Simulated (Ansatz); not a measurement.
## Geometry relaxation of C$_{11}$H$_{2}$ (part 3 of 3)

The same run, continued: C$_{11}$H$_{2}$ (slab, 26 atoms in the cell); DFT RPBE, scalar-relativistic, plane waves, PAW, no spin polarisation (Ansatz 0.2.0); cutoff 420 eV, 5×10×1 k-mesh, Gaussian smearing of 0.05 eV. The structure derives from an entry of the Crystallography Open Database. The input holds or restrains some coordinates. Forces given for the steps count only the free coordinates.

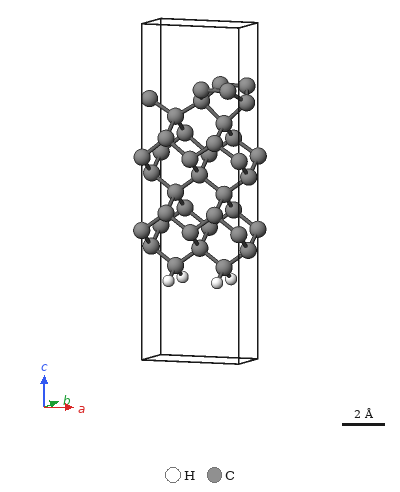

*The geometry at step 5 of the log (ball-and-stick view of the cell of the calculation, with the vacuum cut short, seen slightly off an axis).*

## Output, continued
```
  k-point 0: bands = ["-18.7185", "-18.1051", "-17.0608", "-15.5820", "-14.2848", "-14.2765", "-13.9095", "-13.6603", "-13.5183", "-13.0781", "-12.4942", "-11.5065", "-9.9574", "-9.8285", "-9.1379", "-8.0627", "-7.9234", "-6.6347", "-5.8526", "-5.4146", "-4.4779", "-3.7112", "-3.5764", "-3.4026", "-3.2449", "-3.1468", "-2.5849", "-2.0903", "-2.0690", "-1.4548", "-1.1817", "-1.1616", "-0.6539", "-0.5435", "-0.5029", "-0.4402", "-0.2499", "-0.1519", "0.1599", "0.3558", "1.1843", "1.3427", "1.6578", "2.5027", "2.7194", "3.1995", "4.4729", "5.1179", "6.0068", "6.6497", "6.6911", "7.1048", "7.2488", "7.5325", "7.6326", "7.7092", "7.8026", "8.0214", "8.3903", "8.8480", "8.8884", "8.9230", "9.4126", "10.0236", "10.0635", "10.4059", "10.4498", "10.5911", "10.6702", "10.7248", "10.7523", "10.8526"]
  k-point 1: bands = ["-18.5364", "-17.9240", "-16.8816", "-15.4064", "-14.1110", "-14.1038", "-13.7389", "-13.4932", "-13.3486", "-12.9042", "-12.3305", "-11.3447", "-9.8054", "-9.6786", "-9.0692", "-7.9622", "-7.8121", "-6.6717", "-5.8395", "-5.3307", "-4.7400", "-4.5109", "-3.9738", "-3.5873", "-3.4803", "-3.2098", "-2.6331", "-2.4995", "-2.4727", "-1.7187", "-1.6136", "-1.2571", "-1.2535", "-1.2413", "-1.1336", "-1.0575", "-0.7944", "-0.5972", "-0.3423", "0.2066", "0.5750", "1.1194", "1.6121", "1.8565", "2.3115", "2.5963", "4.7361", "5.0749", "6.2497", "7.1935", "7.3124", "7.6260", "7.7278", "7.7585", "7.9240", "8.1062", "8.4873", "8.5307", "8.7027", "8.8757", "9.0973", "9.3216", "9.6779", "10.1331", "10.2940", "10.4350", "10.6183", "10.6410", "10.7038", "10.9309", "11.1675", "11.2412"]
  k-point 2: bands = ["-17.9924", "-17.3832", "-16.3476", "-14.8860", "-13.5923", "-13.5883", "-13.2371", "-12.9948", "-12.8513", "-12.3856", "-11.8433", "-10.8864", "-9.4194", "-9.2534", "-9.0650", "-7.7826", "-7.5428", "-7.4046", "-6.2416", "-5.9834", "-5.7022", "-5.1799", "-4.9520", "-4.3226", "-3.9293", "-3.6670", "-3.2409", "-3.0574", "-2.9672", "-2.9253", "-2.7389", "-2.7387", "-2.2846", "-2.1714", "-2.1332", "-1.8278", "-1.5367", "-1.3069", "-0.9331", "-0.2753", "0.2057", "0.2456", "0.3081", "1.4114", "1.4380", "2.1127", "4.8562", "5.3672", "6.8948", "7.7717", "7.8496", "8.1972", "8.2922", "8.3668", "8.5526", "8.7414", "8.9342", "9.0978", "9.1679", "9.4041", "9.5835", "9.7800", "9.9656", "10.1477", "10.2017", "10.2683", "10.4921", "10.8149", "11.2236", "11.4455", "11.5801", "11.5912"]
  k-point 17: bands = ["-13.7336", "-13.7044", "-13.3451", "-13.2550", "-12.7191", "-12.6942", "-12.5466", "-12.3691", "-11.9315", "-11.9256", "-11.6553", "-10.3952", "-9.8656", "-9.6706", "-9.1438", "-8.7366", "-8.5559", "-7.9581", "-7.8610", "-7.2646", "-7.2051", "-6.8066", "-6.7514", "-6.3529", "-4.9001", "-4.7029", "-4.6754", "-4.4847", "-4.2187", "-4.0804", "-3.6868", "-3.4541", "-3.4063", "-3.2460", "-2.9868", "-2.9529", "-2.9455", "-2.6424", "-2.4903", "-2.4405", "-1.9814", "-1.7573", "-1.7065", "-1.3899", "-0.8291", "1.0702", "3.9448", "6.3445", "6.6556", "7.7076", "8.3785", "8.5353", "8.8144", "8.9932", "9.3911", "9.5989", "9.8033", "9.9586", "10.1884", "10.6484", "10.9210", "11.1961", "11.3042", "11.6564", "11.9527", "12.1630", "12.2286", "12.3048", "12.7809", "12.9489", "13.0368", "13.1149"]
--- Relaxed structure (7 steps of the walk, 7 accepted, 0 SCFs on fresh bases) ---
  F+E_penalty+E_count = -5598.67597213 eV   max|allowed force component| = 1.131e-2 eV/Å
  atoms:
    - { symbol: H, position: [0.25000000000000006, 0.1331838547, 0.3216068109] }
    - { symbol: H, position: [0.25000000000000006, 0.8668161453000001, 0.3216068109] }
    - { symbol: H, position: [0.7500000000000001, 0.8668161453000001, 0.3216068109] }
    - { symbol: H, position: [0.7500000000000001, 0.1331838547, 0.3216068109] }
    - { symbol: C, position: [0.25000000000000006, 0.5000000000000001, 0.34651189100000007] }
    - { symbol: C, position: [0.7500000000000001, 0.5000000000000001, 0.34651189100000007] }
    - { symbol: C, position: [0.5000000000000001, 0.5000000000000001, 0.3804567427000001] }
    - { symbol: C, position: [0.0, 0.5000000000000001, 0.3804567427000001] }
    - { symbol: C, position: [0.5000000000000001, 0.0, 0.4144015944] }
    - { symbol: C, position: [0.0, 0.0, 0.4144015944] }
    - { symbol: C, position: [0.7500000000000001, 0.0, 0.4483464461000001] }
    - { symbol: C, position: [0.25000000000000006, 0.0, 0.4483464461000001] }
    - { symbol: C, position: [0.7500000000000001, 0.5000000000000001, 0.4822912979000001] }
    - { symbol: C, position: [0.25000000000000006, 0.5000000000000001, 0.4822912979000001] }
    - { symbol: C, position: [0.0038657484287275916, 0.5000000000000001, 0.5162629864563445] }
    - { symbol: C, position: [0.49613425157127244, 0.5000000000000001, 0.5162629864563445] }
    - { symbol: C, position: [0.004006492855218906, 0.0, 0.5501761156103688] }
    - { symbol: C, position: [0.49599350714478113, 0.0, 0.5501761156103688] }
    - { symbol: C, position: [0.25000000000000006, 0.0, 0.587255942308897] }
    - { symbol: C, position: [0.7500000000000001, 0.0, 0.5813110730929386] }
    - { symbol: C, position: [0.25000000000000006, 0.5000000000000001, 0.6232765579750006] }
    - { symbol: C, position: [0.7500000000000001, 0.5000000000000001, 0.6132333864934515] }
    - { symbol: C, position: [0.5185670318758184, 0.5000000000000001, 0.6537323158367252] }
    - { symbol: C, position: [-0.01856703187581837, 0.5000000000000001, 0.6537323158367252] }
    - { symbol: C, position: [0.6136407599870116, 0.0, 0.6794502069296846] }
    - { symbol: C, position: [0.8863592400129886, 0.0, 0.6794502069296846] }
```

## Trajectory as extended XYZ (Å, eV, eV/Å), 4 of the 7 frames kept, from step=1 to step=7
```
26
Lattice="5.0751 0.0000 0.0000 0.0000 2.5375 0.0000 0.0000 0.0000 26.4298" Properties=species:S:1:pos:R:3:forces:R:3 step=1 energy=-5597.46807
H     1.2688    0.3380    8.5000    0.0000  11.6847   0.5392
H     1.2688    2.1996    8.5000    0.0000 -11.6847   0.5392
H     3.8063    2.1996    8.5000    0.0000 -11.6847   0.5390
H     3.8063    0.3380    8.5000    0.0000  11.6847   0.5390
C     1.2688    1.2688    9.1582    0.0000   0.0000   0.1701
C     3.8063    1.2688    9.1582    0.0000   0.0000   0.1679
C     2.5375    1.2688   10.0554    0.0037   0.0000  -1.3069
C     0.0000    1.2688   10.0554   -0.0037   0.0000  -1.3069
C     2.5375    0.0000   10.9525   -0.0038   0.0000   0.0804
C     0.0000    0.0000   10.9525    0.0038   0.0000   0.0804
C     3.8063    0.0000   11.8497    0.0000   0.0000  -0.0186
C     1.2688    0.0000   11.8497    0.0000   0.0000  -0.0266
C     3.8063    1.2688   12.7469    0.0000   0.0000   0.0471
C     1.2688    1.2688   12.7469    0.0000   0.0000  -0.0399
C     0.0000    1.2688   13.6440    0.1047   0.0000  -0.0047
C     2.5375    1.2688   13.6440   -0.1047   0.0000  -0.0047
C     0.0000    0.0000   14.5412   -0.0978   0.0000  -0.0516
C     2.5375    0.0000   14.5412    0.0978   0.0000  -0.0516
C     1.2688    0.0000   15.4383    0.0000   0.0000   0.1680
C     3.8063    0.0000   15.4383    0.0000   0.0000  -0.8461
C     1.2688    1.2688   16.3355    0.0000   0.0000   1.8283
C     3.8063    1.2688   16.3355    0.0000   0.0000  -4.4018
C     2.5375    1.2688   17.2326    2.6483   0.0000   1.2968
C     0.0000    1.2688   17.2326   -2.6483   0.0000   1.2968
C     3.0197    0.0000   17.9298    2.6096   0.0000   0.3830
C     4.5929    0.0000   17.9298   -2.6096   0.0000   0.3830
26
Lattice="5.0751 0.0000 0.0000 0.0000 2.5375 0.0000 0.0000 0.0000 26.4298" Properties=species:S:1:pos:R:3:forces:R:3 step=3 energy=-5598.54118
H     1.2688    0.3380    8.5000    0.0000  11.6846   0.5393
H     1.2688    2.1996    8.5000    0.0000 -11.6846   0.5393
H     3.8063    2.1996    8.5000    0.0000 -11.6854   0.5395
H     3.8063    0.3380    8.5000    0.0000  11.6854   0.5395
C     1.2688    1.2688    9.1582    0.0000   0.0000   0.1704
C     3.8063    1.2688    9.1582    0.0000   0.0000   0.1664
C     2.5375    1.2688   10.0554    0.0043   0.0000  -1.3032
C     0.0000    1.2688   10.0554   -0.0043   0.0000  -1.3032
C     2.5375    0.0000   10.9525   -0.0238   0.0000   0.0861
C     0.0000    0.0000   10.9525    0.0238   0.0000   0.0861
C     3.8063    0.0000   11.8497    0.0000   0.0000   0.2958
C     1.2688    0.0000   11.8497    0.0000   0.0000   0.1122
C     3.8063    1.2688   12.7469    0.0000   0.0000   0.9894
C     1.2688    1.2688   12.7469    0.0000   0.0000   0.4188
C     0.0323    1.2688   13.6789   -0.5955   0.0000  -0.9706
C     2.5053    1.2688   13.6789    0.5955   0.0000  -0.9706
C     0.0130    0.0000   14.5637    0.5658   0.0000   0.2344
C     2.5246    0.0000   14.5637   -0.5658   0.0000   0.2344
C     1.2688    0.0000   15.5649    0.0000   0.0000  -0.5528
C     3.8063    0.0000   15.3921    0.0000   0.0000  -0.0205
C     1.2688    1.2688   16.4978    0.0000   0.0000   0.7459
C     3.8063    1.2688   16.2284    0.0000   0.0000   1.1239
C     2.6066    1.2688   17.3382    1.0243   0.0000  -0.4540
C    -0.0691    1.2688   17.3382   -1.0243   0.0000  -0.4540
C     3.0948    0.0000   18.0206    1.1413   0.0000  -0.3979
C     4.5178    0.0000   18.0206   -1.1413   0.0000  -0.3979
26
Lattice="5.0751 0.0000 0.0000 0.0000 2.5375 0.0000 0.0000 0.0000 26.4298" Properties=species:S:1:pos:R:3:forces:R:3 step=5 energy=-5598.67457
H     1.2688    0.3380    8.5000    0.0000  11.6849   0.5397
H     1.2688    2.1996    8.5000    0.0000 -11.6849   0.5397
H     3.8063    2.1996    8.5000    0.0000 -11.6851   0.5390
H     3.8063    0.3380    8.5000    0.0000  11.6851   0.5390
C     1.2688    1.2688    9.1582    0.0000   0.0000   0.1735
C     3.8063    1.2688    9.1582    0.0000   0.0000   0.1646
C     2.5375    1.2688   10.0554    0.0116   0.0000  -1.3069
C     0.0000    1.2688   10.0554   -0.0116   0.0000  -1.3069
C     2.5375    0.0000   10.9525   -0.0258   0.0000   0.0805
C     0.0000    0.0000   10.9525    0.0258   0.0000   0.0805
C     3.8063    0.0000   11.8497    0.0000   0.0000   0.0512
C     1.2688    0.0000   11.8497    0.0000   0.0000  -0.0917
C     3.8063    1.2688   12.7469    0.0000   0.0000   0.3062
C     1.2688    1.2688   12.7469    0.0000   0.0000  -0.3291
C     0.0199    1.2688   13.6442   -0.0230   0.0000   0.0299
C     2.5177    1.2688   13.6442    0.0230   0.0000   0.0299
C     0.0205    0.0000   14.5416   -0.0138   0.0000  -0.0607
C     2.5171    0.0000   14.5416    0.0138   0.0000  -0.0607
C     1.2688    0.0000   15.5189    0.0000   0.0000   0.0095
C     3.8063    0.0000   15.3648    0.0000   0.0000  -0.0032
C     1.2688    1.2688   16.4684    0.0000   0.0000   0.0830
C     3.8063    1.2688   16.2092    0.0000   0.0000  -0.0602
C     2.6286    1.2688   17.2768    0.1160   0.0000  -0.0241
C    -0.0910    1.2688   17.2768   -0.1160   0.0000  -0.0241
C     3.1114    0.0000   17.9554    0.2059   0.0000   0.0476
C     4.5012    0.0000   17.9554   -0.2059   0.0000   0.0476
26
Lattice="5.0751 0.0000 0.0000 0.0000 2.5375 0.0000 0.0000 0.0000 26.4298" Properties=species:S:1:pos:R:3:forces:R:3 step=7 energy=-5598.67597
H     1.2688    0.3380    8.5000    0.0000  11.6849   0.5397
H     1.2688    2.1996    8.5000    0.0000 -11.6849   0.5397
H     3.8063    2.1996    8.5000    0.0000 -11.6851   0.5390
H     3.8063    0.3380    8.5000    0.0000  11.6851   0.5390
C     1.2688    1.2688    9.1582    0.0000   0.0000   0.1737
C     3.8063    1.2688    9.1582    0.0000   0.0000   0.1646
C     2.5375    1.2688   10.0554    0.0118   0.0000  -1.3068
C     0.0000    1.2688   10.0554   -0.0118   0.0000  -1.3068
C     2.5375    0.0000   10.9525   -0.0260   0.0000   0.0806
C     0.0000    0.0000   10.9525    0.0260   0.0000   0.0806
C     3.8063    0.0000   11.8497    0.0000   0.0000   0.0538
C     1.2688    0.0000   11.8497    0.0000   0.0000  -0.0873
C     3.8063    1.2688   12.7469    0.0000   0.0000   0.3102
C     1.2688    1.2688   12.7469    0.0000   0.0000  -0.3199
C     0.0196    1.2688   13.6447   -0.0005   0.0000  -0.0055
C     2.5179    1.2688   13.6447    0.0005   0.0000  -0.0055
C     0.0203    0.0000   14.5410    0.0008   0.0000  -0.0057
C     2.5172    0.0000   14.5410   -0.0008   0.0000  -0.0057
C     1.2688    0.0000   15.5211    0.0000   0.0000   0.0093
C     3.8063    0.0000   15.3639    0.0000   0.0000   0.0071
C     1.2688    1.2688   16.4731    0.0000   0.0000  -0.0031
C     3.8063    1.2688   16.2076    0.0000   0.0000   0.0084
C     2.6318    1.2688   17.2780    0.0071   0.0000  -0.0108
C    -0.0942    1.2688   17.2780   -0.0071   0.0000  -0.0108
C     3.1143    0.0000   17.9577   -0.0028   0.0000   0.0113
C     4.4983    0.0000   17.9577    0.0028   0.0000   0.0113
```

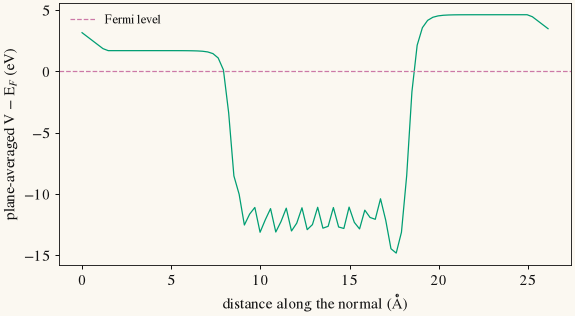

*Plane average of the electrostatic potential energy of an electron across the cell, from the Fermi level.*

The vacuum level lies 4.61 eV above the Fermi level on the upper side and 1.68 eV on the lower.

## Key numbers

| quantity | value |
| --- | --- |
| outcome | converged under the restraints of the input |
| electrons treated | 92 |
| free energy | −5598.6760 eV |
| work function, top face | 4.61 eV |
| work function, bottom face | 1.68 eV |
| Fermi energy | 3.569 eV |
| gap on the k-point mesh | 0.74 eV |
| final volume | 340.37 Å³ |
| work function (upper face) | 4.61 eV |
| largest force (length of the vector) at the end, held atoms and coordinates included | 11.698 eV/Å |
| wall time | 3.4 min (CPU time 6.7 min) |
| peak memory | 0.79 GiB |
